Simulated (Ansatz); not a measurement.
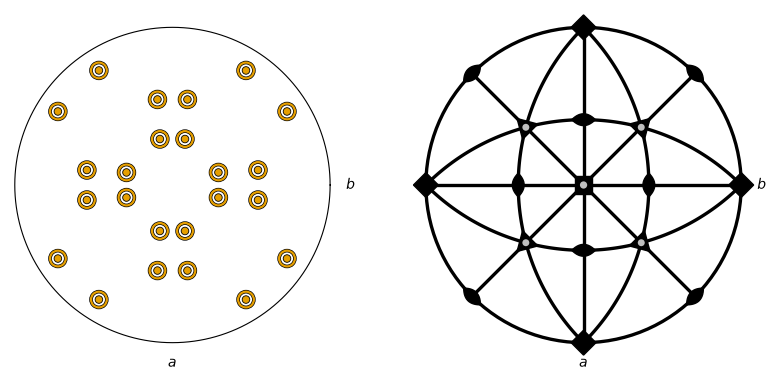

Stereographic projection: filled dots lie in the upper hemisphere, open rings in the lower; heavy lines are mirror planes (a heavy rim: a mirror in the plane of the page); lens, triangle, square and hexagon are 2-, 3-, 4- and 6-fold axes, a lens in an open square is −4, a triangle in an open hexagon −6; thin dashed diameters join the ends of axes that lie in the page; a small open circle marks inversion. The c axis points at the viewer. Left: one general form; right: the symmetry elements. Computed from the symmetry operations of a computed or model structure of composition BaO.

Which point group is this?

m-3m (Oh), order 48, cubic system: three fourfold axes, four threefold axes, six twofold axes, nine mirror planes, an inversion centre.

Can such a crystal be piezoelectric, pyroelectric or chiral?

It is centrosymmetric, so neither piezoelectric nor pyroelectric; it is not chiral.
